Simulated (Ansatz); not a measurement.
**A series of single points on BN**

System: BN (4 atoms in the cell).
Method: DFT PBE+D3(BJ), scalar-relativistic, plane waves, PAW, no spin polarisation (Ansatz 0.2.0).

The 5 runs differ only in the geometry, by a shift of atoms along one path in a fixed cell. The shift s is measured from run 3: N3 moves along the Cartesian direction (−0.71, −0.71, 0.00), and N4 with it in fixed proportion. The structure derives from an entry of the Crystallography Open Database.

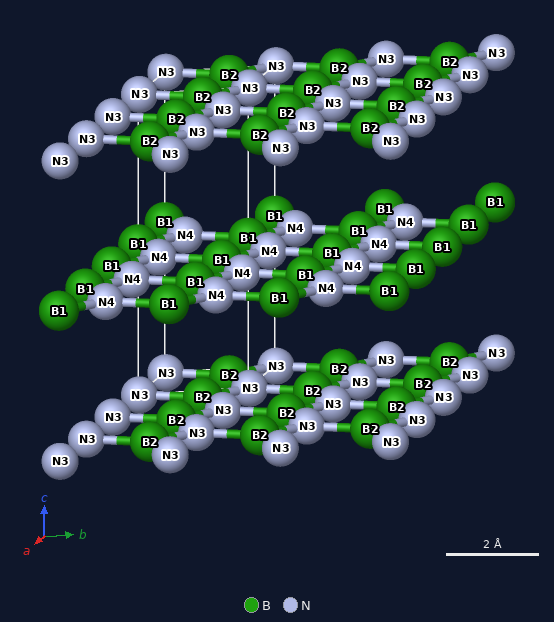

Figure 1. The structure of run 3 (ball-and-stick view of the cell of the calculation, repeated 4 × 3 × 1, seen slightly off an axis; atoms are numbered from 1 in the order of the input).

## Input of run 3
```yaml
crystal:
  lattice:
    - [2.5099983704, 0.0, 0.0]
    - [-1.2549991852, 2.1737223522, 0.0]
    - [0.0, 0.0, 6.69]
  atoms:
    - { symbol: B, position: [0.0, 0.0, 0.5] }
    - { symbol: B, position: [0.3333333333, 0.6666666667, 0.0] }
    - { symbol: "N", position: [0.0222182429, 0.0162648827, 0.0] }
    - { symbol: "N", position: [0.6888849096, 0.349598216, 0.5] }
basis:
  ecutwfc: 420
kpoints:
  mp_grid: { grid: [12, 12, 4] }
hamiltonian:
  xc: pbe
  dispersion: d3bj
scf:
  occupations: { method: gaussian, width: 0.05 }
output:
  forces: true
  stress: true
  eigenvalues: true
```

Lattice vectors (Å) and fractional positions of run 3:
```
   2.509998    0.000000    0.000000
  -1.254999    2.173722    0.000000
   0.000000    0.000000    6.690000
B   0.000000  0.000000  0.500000
B   0.333333  0.666667  0.000000
N   0.022218  0.016265  0.000000
N   0.688885  0.349598  0.500000
```

Run 4 differs from it as follows:
```diff
-    - { symbol: "N", position: [0.0222182429, 0.0162648827, 0.0] }
-    - { symbol: "N", position: [0.6888849096, 0.349598216, 0.5] }
+    - { symbol: "N", position: [-0.0222182429, -0.0162648827, 0.0] }
+    - { symbol: "N", position: [0.6444484237, 0.3170684506, 0.5] }
```

## Results, with one run withheld

| run | shift s of N3 (Å) | free energy per atom, from the lowest run given (meV) | pressure (GPa) | gap on the mesh (eV) | force along the path (eV/Å) |
| --- | --- | --- | --- | --- | --- |
| 1 | −0.1000 | 180.36 | 6.29 | 3.31 | 10.287 |
| 2 | −0.0500 | 70.07 | 2.26 | 3.93 | 7.286 |
| 3 | 0.0000 | 0.00 | −0.30 | 4.13 | 3.854 |
| 4 | 0.1000 | ? | ? | ? | ? |
| 5 | 0.1500 | 85.16 | 2.86 | 3.78 | −9.123 |

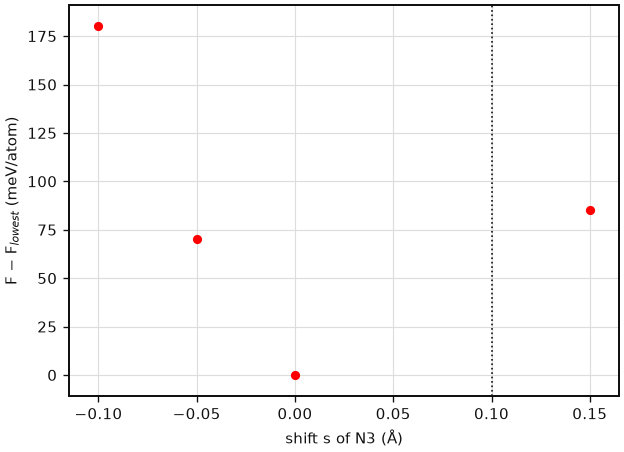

Figure 2. Free energy per atom of the runs given; the dotted line marks run 4.

Estimate the energy of run 4 from the others.

A quadratic polynomial in the coordinate, fitted to the 4 runs given, misses them by at most 2.24 meV per atom. With x = s − 0.0000, it reads F = 1.4931 − 855.86 x + 9417.6 x² (meV per atom). At run 4 it gives 10.08 meV per atom, and the run itself gives 1.86. The slope of the fit gives a force −dF/ds of −4.111 eV/Å along the path (summed over the atoms that move), and the printed forces give −4.301 eV/Å. The fit has its minimum at s = 0.0454 Å. So low a polynomial doesn't follow these energies more closely. The gap on the mesh lies between 3.31 eV (run 1) and 4.13 eV (run 3); run 4 has 4.05 eV. These are gaps of this functional on this mesh, which can miss the band edges; they aren't the measured gap.

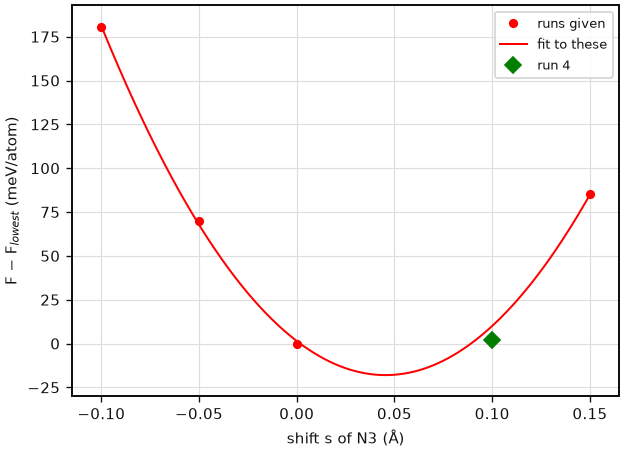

Figure 3. The fit and the withheld run.

## Output, shortened to warnings, some set-up lines, iterations and results (run 4)
```
Basis set: ecut = 420 eV, 713 PW (Γ), exchange–correlation on 36×36×90 points (8 copies of the dense FFT grid, shifted against one another)
Symmetry: 2 space group operations
k-points: 222 of 576 (time reversal used)
Initial density: superposition of atomic densities (neutral atoms: chi_scale 0, normalization atom), corrected by the library's trained network
[...]
SCF iter   1: F=—  HF=-1085.265188 eV  |F-HF|=—  |Δ(HF+E_count)|=         —  Δρ=1.78e-3  dr2=4.15e-4  ethr=1.77e-3  ⟨swp⟩=6.5  Hψ=16244  notcnv=0
SCF iter   2: F=—  HF=-1085.266331 eV  |F-HF|=—  |Δ(HF+E_count)|=   1.14e-3  Δρ=8.55e-4  dr2=7.25e-5  ethr=2.59e-6  ⟨swp⟩=2.1  Hψ=6084  notcnv=0
SCF iter   3: F=—  HF=-1085.266653 eV  |F-HF|=—  |Δ(HF+E_count)|=   3.22e-4  Δρ=4.20e-4  dr2=1.46e-5  ethr=4.53e-7  ⟨swp⟩=2.0  Hψ=4404  notcnv=0
SCF iter   4: F=—  HF=-1085.266766 eV  |F-HF|=—  |Δ(HF+E_count)|=   1.13e-4  Δρ=3.29e-5  dr2=1.29e-7  ethr=9.12e-8  ⟨swp⟩=2.0  Hψ=4394  notcnv=0
SCF iter   5: F=-1085.266767 eV  HF=-1085.266767 eV  |F-HF|=1.96e-8  |Δ(HF+E_count)|=   7.80e-7  Δρ=8.97e-6  dr2=1.81e-8  ethr=8.05e-10  ⟨swp⟩=2.0  Hψ=4429  notcnv=0
SCF iter   6: F=-1085.266767 eV  HF=-1085.266767 eV  |F-HF|=1.32e-9  |Δ(HF+E_count)|=   2.69e-8  Δρ=4.49e-6  dr2=5.93e-9  ethr=1.13e-10  ⟨swp⟩=2.3  Hψ=10406  notcnv=0
SCF 1 converged in 6 iterations: F = -1085.266767 eV  dr2 = 5.93e-9
SCF converged after 6 iterations
Free energy (F): -1085.266767 eV
Harris-Foulkes:  -1085.266767 eV  (|F-HF|=1.32e-9)
Internal energy: -1085.266767 eV  (E = F + TS)
E sigma→0 (E₀):  -1085.266767 eV
Fermi energy:    6.675730 eV
--- Per-component energies (eV) ---
  E_band       = -39.764314
  E_kinetic    = 366.323344
  E_local      = -699.644820  (includes V_loc(G=0)·N_el)
  E_nonlocal   = 115.632010
  E_hartree    = 226.088568
  E_xc         = -184.272158
  E_vxc        = -228.608241  (∫ρ·V_xc dr)
  E_paw        = -413.598637  (= ΣΔE_a)
  E_vpaw       = -45.644513  (= ΣTr[D̂ρ^β])
  E_aug_tail   = 0.000199  (compensation charges beyond the density's cutoff)
  E_ewald      = -495.238141
  E_disp       = -0.557132  (pairwise vdW)
  E_smearing   = -0.000000  (= −TS)
  E_closure    = -0.000000  (closes the sum)
  Σ components = -1085.266767   (vs F -1085.266767, Δ=0.00e0)
--- Forces (eV/Å), atoms counted from 1 ---
  atom   1  B     -1.59747665    -1.44033789     0.00000000
  atom   2  B     -1.60179435    -1.44356230     0.00000000
  atom   3  N      1.60375320     1.44557447     0.00000000
  atom   4  N      1.59551474     1.43832327     0.00000000
  max |Σ_I F_I| component: 3.07e-6 eV/Å
--- Stress (GPa, compression-positive) ---
        3.639237       4.151210       0.000000
        4.151275      -3.919695       0.000000
        0.000000       0.000000      -0.396276
  P = ⅓ Tr σ = -0.2256 GPa (-2.256 kbar)
```
